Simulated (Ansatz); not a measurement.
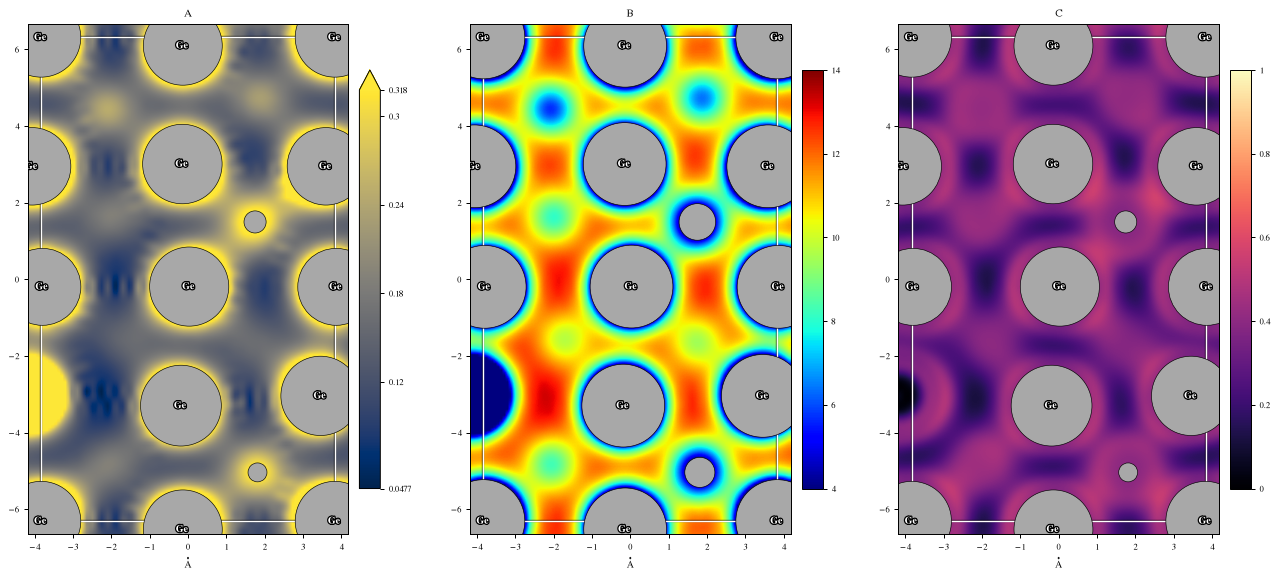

Ge: 3 fields on the (110) plane of the conventional cell, with unlabelled colour scales. Grey discs cover the atomic cores.

Space group P1; a structure from a database of computed crystals, not necessarily the ambient phase; not relaxed (largest force 0.9 eV/Å).

Level of theory: Ansatz 0.2.0, DFT PBEsol, scalar-relativistic, plane waves, PAW.

Match the panels to the quantities (electron localisation function, electrostatic potential energy of an electron and valence pseudo-density).

Answer. Panel A: valence pseudo-density. Panel B: electrostatic potential energy of an electron (low next to the atoms, rising into the space between them). Panel C: electron localisation function.
